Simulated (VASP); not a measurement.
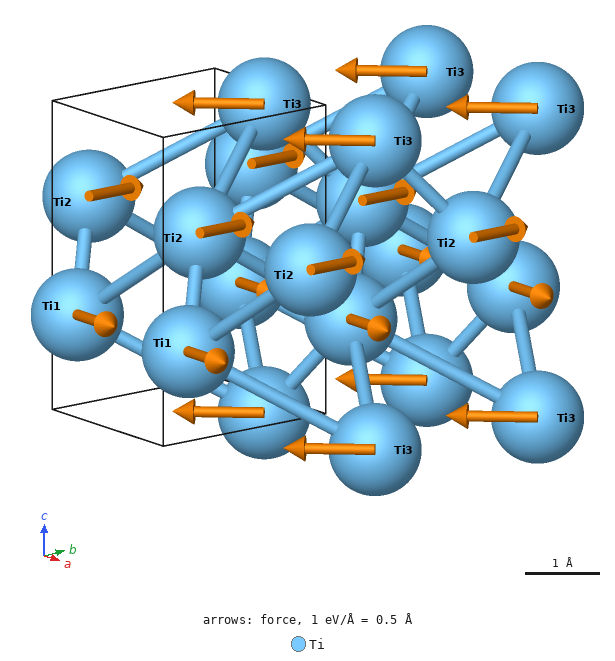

Starting geometry of crystalline Ti (a generated structure, set up in P3_121) with the computed forces as orange arrows. Style: ball-and-stick. Shown: the cell of the calculation, repeated 2 × 2 × 1 with one cell outlined, slightly off an axis.

The run lets cell and atoms move.

Level of theory: VASP, Kohn-Sham DFT of a periodic cell, PBEsol, VASP PAW PBE potentials, recommended.

Input
```
SYSTEM = Ti
  PREC = Accurate
  ENCUT = 600
  EDIFF = 1E-6
  ISMEAR = 0
  SIGMA = 0.1
  LREAL = .False.
  LASPH = .True.
  NELM = 100
  ALGO = Normal
  ISIF = 3
  LWAVE = .False.
  LCHARG = .False.
  GGA = PS
  IBRION = 2
  NSW = 90
  EDIFFG = -0.04
```

Launched with:
```bash
cat potpaw_PBE.64/Ti_sv/POTCAR > POTCAR
mpirun -np 1 vasp_std > vasp.out
```

What follows when this structure is relaxed?

Answer. It isn't relaxed: the largest force vector, on Ti atoms, is 2.53 eV/Å. The atoms end up moving mostly along the starting forces (cosine between the two patterns 1.00). The largest moves relative to the cell, 0.52 Å, are those of Ti1, Ti2 and Ti3. Ti3 goes along [−1 −1 0]. Cell: a = b 3.756 → 4.830 Å (+28.6 %), c 4.262 → 2.359 Å (−44.7 %). Volume −8.5 %. Near-neighbour distances that change, for instance: Ti1–Ti1 4.262 → 2.359 Å, Ti1–Ti2 2.042 → 2.898 Å, Ti1–Ti2 (another image) 2.956 → 2.897 Å, Ti1–Ti2 (another image) 3.197 → 3.202 Å. Bond angles that change, for instance: Ti2–Ti1–Ti3 103.1° → 67.1°, Ti2–Ti1–Ti2 78.9° → 112.9°, Ti2–Ti1–Ti3 99.0° → 67.1°. The space group (tolerance 0.01 Å) goes from P3_121 (No. 152) to R-3m (No. 166). After 30 geometry steps the energy has fallen by 1416 meV per atom. The largest force component goes from 2.5 to 0.0019 eV/Å. The pressure goes from 3.28 to −0.07 GPa. At step 8 the optimiser overshot: the energy rose above the start, and later steps came back.
